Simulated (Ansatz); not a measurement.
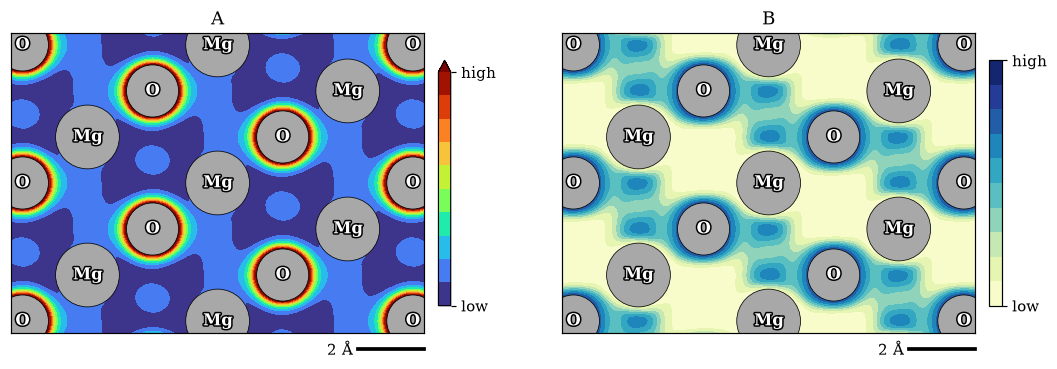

MgO: 2 fields on the (110) plane of the conventional cell, with unlabelled colour scales. Grey discs cover the atomic cores.

Space group R-3m; computed pressure about 30 GPa in this cell.

The calculation used Ansatz 0.2.0, DFT r2SCAN, scalar-relativistic, plane waves, PAW.

```
CELL_PARAMETERS angstrom
1.69467 0.00000 -1.69467
-1.69467 1.69467 0.00000
6.77868 6.77868 6.77868
ATOMIC_POSITIONS crystal
Mg 0.00000 0.00000 0.00000
Mg 0.66667 0.33333 0.33333
Mg 0.33333 0.66667 0.66667
O 0.33333 0.66667 0.16667
O 0.00000 0.00000 0.50000
O 0.66667 0.33333 0.83333
```

The panels show electron localisation function and valence pseudo-density in some order. Assign them.

Answer. Panel A: valence pseudo-density. Panel B: electron localisation function. From the grid: Mg–O (2.40 Å): ρ at the midpoint is about 0.2 e/Å³; the ELF is about 0.25 at the midpoint: no shared electron pair shows on this line.
